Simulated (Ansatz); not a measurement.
```xyz
2
Lattice="3.9009 0.0000 0.0000 0.0000 3.9009 0.0000 0.0000 0.0000 3.9009" Properties=species:S:1:pos:R:3 pbc="T T T"
Y     0.0000    0.0000    0.0000
Y     1.9505    1.9505    1.9505
```

Space group Im-3m; set up as Y, bcc; a generated structure, not necessarily the stable one; changed on purpose from its base cell (volume × 0.88); computed pressure about 6 GPa in this cell; computed without spin polarisation.

All numbers below come from DFT, r2SCAN, plane waves (500 eV) with PAW, scalar-relativistic in Ansatz 0.2.0.

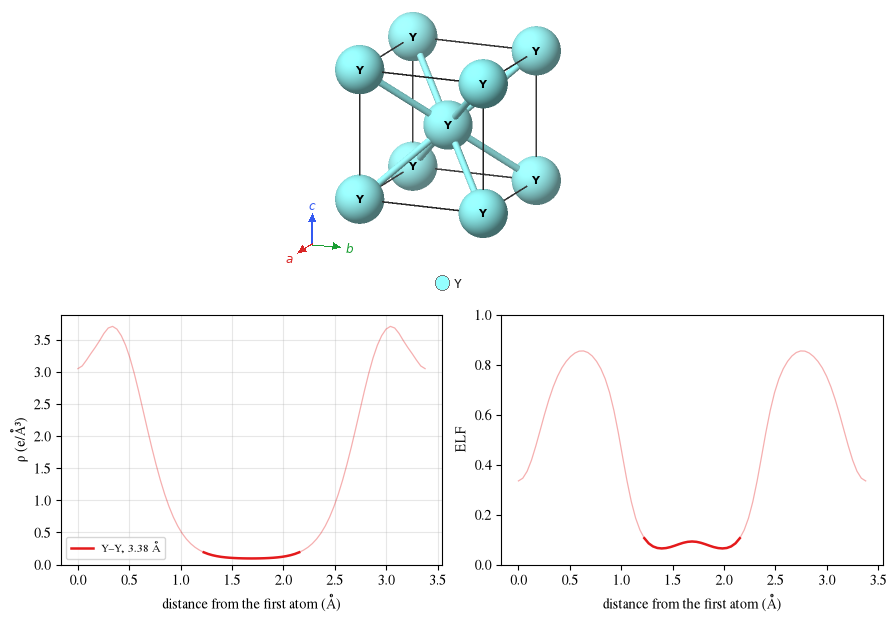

Y. Valence pseudo-density and ELF along straight lines between neighbouring atoms. Thin, pale parts lie inside the atomic spheres. The structure is drawn too.

Core electrons are frozen (PAW), and the valence fields are smoothed inside the atomic spheres.

> What can be read from the curves?

Y–Y (3.38 Å): ρ is about 0.1 e/Å³ halfway; the ELF is about 0.10 at the midpoint; no localised pair shows between them.
